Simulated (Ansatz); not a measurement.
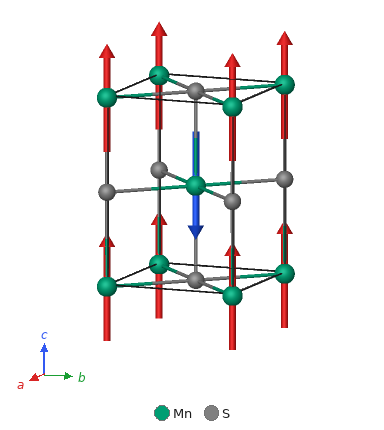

We look at a ball-and-stick model of the crystal slightly off an axis. The frame is the simulation cell; atoms at its boundary are shown with their periodic copies. Arrows are the site magnetic moments above 0.25 μB (those induced on non-metal atoms are left out); longer means larger, and red and blue are up and down (without spin-orbit coupling the axis itself is arbitrary).

This is the lowest state found for MnS. Level of theory: Ansatz 0.2.0, DFT, PAW plane waves, r2SCAN. Settings were a basis cut at 500 eV, the zone sampled with 5×5×4 points, Fermi-Dirac smearing of 0.05 eV, collinear spins.

Name the magnetic order and give the moments.

Antiferromagnetic (within this cell). Site moments: 1 Mn +4.4 μB and 1 Mn −4.4 μB. The net spin moment of the whole cell is 0.0 μB.

The starting point was a known structure type with the cell strained and the atoms shaken on purpose. This is the structure after a relaxation with DFT, PAW plane waves, r2SCAN (Ansatz).
